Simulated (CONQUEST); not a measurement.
**A series of single points on HgTe**

System: HgTe (4 atoms in the cell).
Method: Kohn-Sham DFT of a periodic cell, LDA, PseudoDojo NC LDA, no spin polarisation (CONQUEST 1.3).

The 7 runs differ only in the geometry, by an even scaling of the cell at fixed fractional positions. The structure derives from an entry of the Crystallography Open Database.

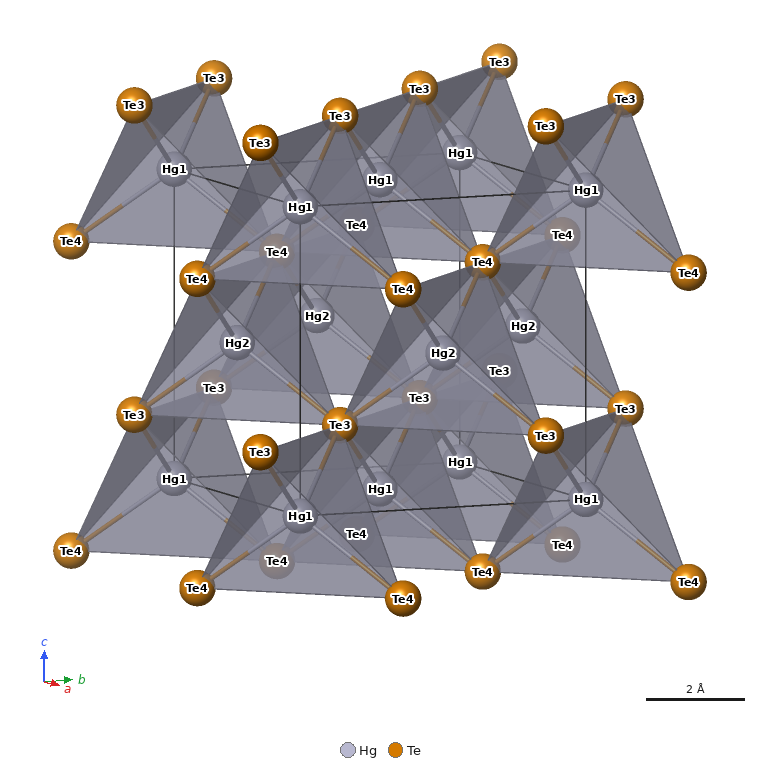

Figure 1. The structure of run 4 (polyhedral view of the cell 2 times as large as that of the calculation, set on its symmetry axes, seen slightly off an axis; polyhedra are completed across the faces of the cell; atoms are numbered from 1 in the order of the input).

## Input of run 4
```
IO.Title HgTe
IO.Coordinates coords.dat
IO.FractionalAtomicCoords T
IO.Iprint 2
IO.Iprint_init 1
General.NumberOfSpecies 2
General.PseudopotentialType hamann
AtomMove.TypeOfRun static
AtomMove.FullStress T
Grid.PointsAlongX 48
Grid.PointsAlongY 48
Grid.PointsAlongZ 60
DM.SolutionMethod diagon
Diag.MPMesh T
Diag.GammaCentred T
Diag.MPMeshX 6
Diag.MPMeshY 6
Diag.MPMeshZ 4
Diag.kT 0.00183747
minE.SCTolerance 1e-6
SC.MaxIters 100
IO.AtomChargeOutput T
%block ChemicalSpeciesLabel
1 200.590 Hg
2 127.600 Te
%endblock
```

Command:
```bash
Conquest
```

Lattice vectors (Å) and fractional positions of run 4:
```
   4.545989    0.000000    0.000000
   0.000000    4.545989    0.000000
   0.000000    0.000000    6.429000
Hg  0.000000  0.000000  0.000000
Hg  0.500000  0.500000  0.500000
Te  0.000000  0.500000  0.250000
Te  0.500000  0.000000  0.750000
```

Run 2 has the same physical settings and fractional positions; its lattice vectors (Å) are:
```
   4.484550    0.000000    0.000000
   0.000000    4.484550    0.000000
   0.000000    0.000000    6.342111
```

## Results, with one run withheld

| run | volume per atom (Å³) | free energy per atom, from the lowest run given (meV) | pressure (GPa) |
| --- | --- | --- | --- |
| 1 | 31.223 | 41.63 | 5.09 |
| 2 | 31.887 | ? | ? |
| 3 | 32.551 | 10.94 | 2.39 |
| 4 | 33.215 | 3.38 | 1.27 |
| 5 | 33.880 | 0.00 | 0.31 |
| 6 | 34.544 | 0.58 | −0.61 |
| 7 | 35.208 | 4.69 | −1.38 |

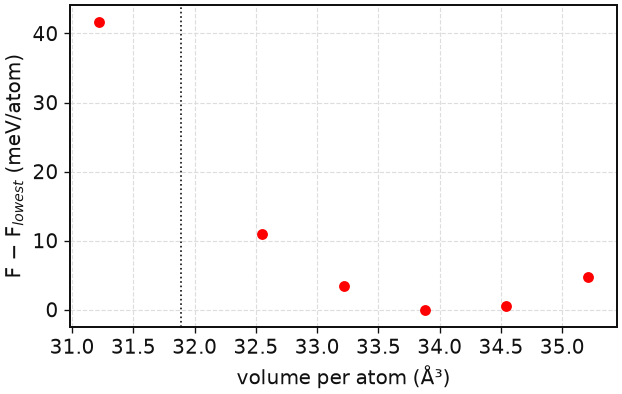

Figure 2. Free energy per atom of the runs given; the dotted line marks run 2.

What should run 2 give?

A cubic polynomial in V^(−2/3) (the Birch–Murnaghan form), fitted to the 6 runs given, misses them by at most 0.07 meV per atom. With x = V^(−2/3) − 0.09643 Å⁻², it reads F = 2.0094 + 3314 x + 1.2509e+06 x² + 5.8222e+06 x³ (meV per atom). At run 2 it gives 23.55 meV per atom, and the run itself gives 23.52. The slope of the fit gives a pressure −dF/dV of 3.67 GPa there, and the run prints 3.63 GPa. The fit has its minimum at 34.102 Å³ per atom, where V d²F/dV² gives 46.4 GPa: the bulk modulus at this level, since symmetry fixes the shape and the positions.

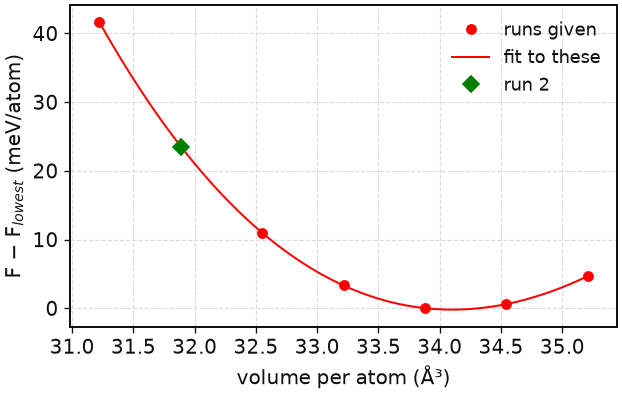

Figure 3. The fit and the withheld run.

## Some lines of the output (run 2)
```
[...]
          DFT Total Energy                 :      -542.632518974938989 Ha
          Free Energy (E-TS)               :      -542.663037296198922 Ha
          DFT Total Energy                 :      -542.659631726859629 Ha
          Free Energy (E-TS)               :      -542.661517885809531 Ha
          DFT Total Energy                 :      -542.661282089222823 Ha
          Free Energy (E-TS)               :      -542.661367869768242 Ha
          DFT Total Energy                 :      -542.661303773127770 Ha
          Free Energy (E-TS)               :      -542.661366489930288 Ha
          DFT Total Energy                 :      -542.661304375748387 Ha
          Free Energy (E-TS)               :      -542.661366325550603 Ha
          DFT Total Energy                 :      -542.661304378898876 Ha
      | Free Energy as E-TS      =      -542.661366325550603 Ha
      |* DFT total energy        =      -542.661304378898876 Ha
    force: Average pressure:      3.62822615 GPa
```

Notes: Spin–orbit coupling is left out, which matters for Hg. With a small basis of atomic orbitals these values can differ much from converged plane-wave results.
